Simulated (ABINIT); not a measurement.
# Run report: Si$_{3}$C, phonon calculation (part 4 of 4)

Continued. System: Si$_{3}$C (P1, 4 atoms in the cell). Method: Kohn-Sham DFT of a periodic cell, PBE with D3(BJ), JTH PAW PBE v2.0, no spin polarisation (ABINIT 10.8.3); cutoff 380.96 eV, 8×8×4 k-mesh, fermi-dirac of 0.05 eV. The structure was built on a prototype by a generator; it need not be a known phase. The settings are looser than a standard set-up, so the numbers are not reference values.

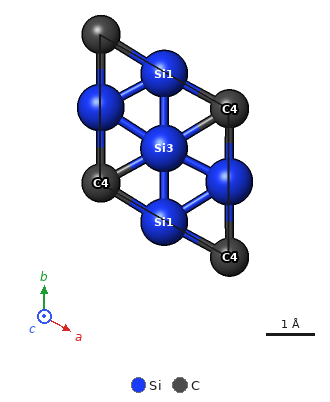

**Figure 1.** The input geometry (ball-and-stick view of the cell of the calculation, along the c axis; atoms are numbered from 1 in the order of the input). An atom can appear more than once, as a periodic image.

## Log, continued
```
   2    4   1    1        -0.0034425924        -0.0000000000
   2    4   2    1        -0.1109234767        -0.0000000000
   2    4   3    1        -0.0005589061         0.0000000000
   2    4   1    2         0.2916006264        -0.0000000000
   2    4   2    2        -0.6092499618        -0.0000000000
   2    4   3    2         0.0004053172        -0.0000000000
   2    4   1    3        -0.2989933348         0.0000000000
   2    4   2    3        -0.6109535273         0.0000000000
   2    4   3    3        -0.0026950380        -0.0000000000
   2    4   1    4         0.0108353008         0.0000000000
   2    4   2    4         1.3311269658         0.0000000000
   2    4   3    4         0.0028486269         0.0000000000

   3    4   1    1        -0.0001886896         0.0000000000
   3    4   2    1         0.0002659860         0.0000000000
   3    4   3    1         0.0658515648        -0.0000000000
   3    4   1    2        -0.0003401606        -0.0000000000
   3    4   2    2         0.0001960130        -0.0000000000
   3    4   3    2         0.0686387781        -0.0000000000
   3    4   1    3        -0.0016540511         0.0000000000
   3    4   2    3        -0.0033560635        -0.0000000000
   3    4   3    3         0.0711988467        -0.0000000000
   3    4   1    4         0.0021829013        -0.0000000000
   3    4   2    4         0.0028940645         0.0000000000
   3    4   3    4        -0.2056891896         0.0000000000

  Phonon wavevector (reduced coordinates) :  0.00000  0.00000  0.00000
 Phonon energies in Hartree :
  -4.810197E-03 -4.789606E-03 -3.276181E-03 -8.531385E-07 -8.974812E-08
   1.523183E-07  9.386782E-04  7.013981E-03  7.060152E-03  9.269087E-03
   9.333340E-03  1.136537E-02
 Phonon frequencies in cm-1    :
  -1.055716E+03 -1.051197E+03 -7.190387E+02 -1.872423E-01 -1.969743E-02
   3.343001E-02  2.060160E+02  1.539391E+03  1.549524E+03  2.034329E+03
   2.048431E+03  2.494411E+03

== END DATASET(S) ==============================================================
================================================================================

 -outvars: echo values of variables after computation  --------
            acell      1.0000000000E+00  1.0000000000E+00  1.0000000000E+00 Bohr
           etotal1    -1.5737703272E+01
           etotal2    -1.6405988347E+01
            fcart1     1.4881355427E-01  1.2691061674E-01 -3.5670264556E-02
                      -6.2027472106E-03 -1.5851564895E-01 -2.2326244231E-04
                      -9.3391859988E-02  7.6626312016E-02  3.6893348246E-02
                      -4.9218947072E-02 -4.5021279808E-02 -9.9982124841E-04
            fcart2     0.0000000000E+00  0.0000000000E+00  0.0000000000E+00
                       0.0000000000E+00  0.0000000000E+00  0.0000000000E+00
                       0.0000000000E+00  0.0000000000E+00  0.0000000000E+00
                       0.0000000000E+00  0.0000000000E+00  0.0000000000E+00
            rprim      5.9587069795E+00  0.0000000000E+00  0.0000000000E+00
                      -2.9793534897E+00  5.1603916301E+00  0.0000000000E+00
                       0.0000000000E+00  0.0000000000E+00  8.3953688452E+00
           strten1    -2.4614853861E-02 -2.4679040759E-02  4.0046361282E-04
                       4.7864388515E-06  2.8378375208E-05 -1.5875590759E-04
           strten2     0.0000000000E+00  0.0000000000E+00  0.0000000000E+00
                       0.0000000000E+00  0.0000000000E+00  0.0000000000E+00
           xangst      1.5942182342E+00 -3.1368259052E-02  2.1973464596E+00
                      -7.8947913250E-01  1.4002362657E+00  2.2131000534E+00
                       8.0976374493E-01  1.3215084074E+00  2.2298221424E+00
                       1.6978469680E-02  1.6119686009E-02  2.2122070832E+00
             xred      4.9984200000E-01 -1.1487000000E-02  4.9460400000E-01
                       6.0090000000E-03  5.1276400000E-01  4.9815000000E-01
                       4.9877300000E-01  4.8393400000E-01  5.0191400000E-01
                       8.3360000000E-03  5.9030000000E-03  4.9794900000E-01
 Calculation completed.
```

## File anaddb.abo
```
.Version 10.8.3 of ANADDB
================================================================================

 -outvars_anaddb: echo values of input variables ----------------------

 Miscellaneous information :
         asr         1
      chneut         0
 First list of wavevector (reduced coord.) :
       nph1l         1
       qph1l
                     0.00000000E+00  0.00000000E+00  0.00000000E+00    1.000E+00

================================================================================

 read the DDB information and perform some checks

  ==== Info on the Cryst% object ====
 Real(R)+Recip(G) space primitive vectors, cartesian coordinates (Bohr,Bohr^-1):
 R(1)=  5.9587070  0.0000000  0.0000000  G(1)=  0.1678216  0.0968919  0.0000000
 R(2)= -2.9793535  5.1603916  0.0000000  G(2)=  0.0000000  0.1937837  0.0000000
 R(3)=  0.0000000  0.0000000  8.3953688  G(3)=  0.0000000  0.0000000  0.1191133
 Unit cell volume ucvol=  2.5815139E+02 bohr^3
 Angles (23,13,12)=  9.00000000E+01  9.00000000E+01  1.20000000E+02 degrees
 Time-reversal symmetry is present
 Reduced atomic positions [iatom, xred, symbol]:
    1)    0.4998420 -0.0114870  0.4946040  Si
    2)    0.0060090  0.5127640  0.4981500  Si
    3)    0.4987730  0.4839340  0.5019140  Si
    4)    0.0083360  0.0059030  0.4979490   C

 DDB file with 3 blocks has been read.

================================================================================

 Treat the first list of vectors

  Phonon wavevector (reduced coordinates) :  0.00000  0.00000  0.00000
 Phonon energies in Hartree :
  -4.810197E-03 -4.789606E-03 -3.276181E-03 -8.531385E-07 -8.974785E-08
   1.523183E-07  9.386782E-04  7.013981E-03  7.060152E-03  9.269087E-03
   9.333340E-03  1.136537E-02
 Phonon frequencies in cm-1    :
  -1.055716E+03 -1.051197E+03 -7.190387E+02 -1.872423E-01 -1.969738E-02
   3.343001E-02  2.060160E+02  1.539391E+03  1.549524E+03  2.034329E+03
   2.048431E+03  2.494411E+03

 Analysis of degeneracies and characters (maximum tolerance=1.00E-06 a.u.)
 For each vibration mode, or group of modes if degenerate,
 the characters are given for each symmetry operation (see the list in the log file).
 Symmetry characters of vibration mode #   1
  1.0
 Symmetry characters of vibration mode #   2
  1.0
 Symmetry characters of vibration mode #   3
  1.0
 Symmetry characters of vibration mode #   4
       degenerate with vibration modes #   5 to    6
  3.0
 Symmetry characters of vibration mode #   7
  1.0
 Symmetry characters of vibration mode #   8
  1.0
 Symmetry characters of vibration mode #   9
  1.0
 Symmetry characters of vibration mode #  10
  1.0
 Symmetry characters of vibration mode #  11
  1.0
 Symmetry characters of vibration mode #  12
  1.0

================================================================================

 anaddb : the run completed successfully.
```

The run was set up as follows.

## The input
```
# Datasets
ndtset 2

# Pseudopotentials
pp_dirpath "./"
pseudos "Si.GGA_PBE-JTH.xml, C.GGA_PBE-JTH.xml"

# Structure
acell 3*1.0
rprim
     5.9587069795     0.0000000000     0.0000000000
    -2.9793534897     5.1603916301     0.0000000000
     0.0000000000     0.0000000000     8.3953688452
ntypat 2
znucl 14 6
natom 4
typat 1 1 1 2
chkprim 0
chksymtnons 0
tolsym 1.0e-6
xred
   0.4998420000  -0.0114870000   0.4946040000
   0.0060090000   0.5127640000   0.4981500000
   0.4987730000   0.4839340000   0.5019140000
   0.0083360000   0.0059030000   0.4979490000

# Plane-wave basis
ecut 380.959407 eV
pawecutdg 28.0
pawxcdev 0
pawovlp -1

# k points
ngkpt 8 8 4
nshiftk 1
shiftk 0.0 0.0 0.0

# Exchange and correlation
ixc 11
vdw_xc 7

# Bands and occupations
nband 16
occopt 3
tsmear 0.05 eV

# SCF cycle
nstep 80
nnsclo 2

# Output
prteig 0
prtebands 0
prtwf 0
prtden 0
prtpot 0

# Dataset 1: ground state
kptopt1 1
tolvrs1 1.0e-11
prtwf1 1
tolwfr1 1.0e-14
nbdbuf1 4
nline1 6

# Dataset 2: response at q = 0 to atomic displacements
rfphon2 1
rfatpol2 1 4
rfdir2 1 1 1
getwfk2 1
kptopt2 2
nqpt2 1
qpt2 0.0 0.0 0.0
tolvrs2 1.0e-6
```

## File mrgddb.in
```
merged_DDB
Si3C
2
runo_DS1_DDB
runo_DS2_DDB
```

## File anaddb.abi
```
ddb_filepath "merged_DDB"
output_file "anaddb.abo"
outdata_prefix "ana"
asr 1
chneut 0
dipdip 0
dieflag 0
enunit 0
eivec 0
nph1l 1
qph1l 0.0 0.0 0.0 1.0
```

Command:
```bash
abinit run.abi > log 2>&1
mrgddb < mrgddb.in > mrgddb.log 2>&1
anaddb anaddb.abi > anaddb.log 2>&1
```

## Key numbers

| quantity | value |
| --- | --- |
| outcome | converged |
| space group (tolerance 0.01 Å) | P1 (1) |
| electrons treated | 16 |
| free energy | −428.2447 eV |
| Fermi energy | 11.609 eV |
| gap on the k-point mesh | none (metallic) |
| pressure | 479.50 GPa |
| largest force (length of the vector) | 10.223 eV/Å |
| hardware | 1 thread of Intel Xeon (Granite Rapids), 32 GiB of memory available, shared host |
| wall time | 13 min |
| peak memory | 0.29 GiB |

## Notes

Settings chosen away from the usual ones: nnsclo set to 2. The settings depart from the standard set-up of this series, which can bear on the numbers. Points of doubt noted for this run: absurd pressure; atoms not at rest; cutoff too low for stress; k mesh coarse for metal response; PAW spheres overlap.
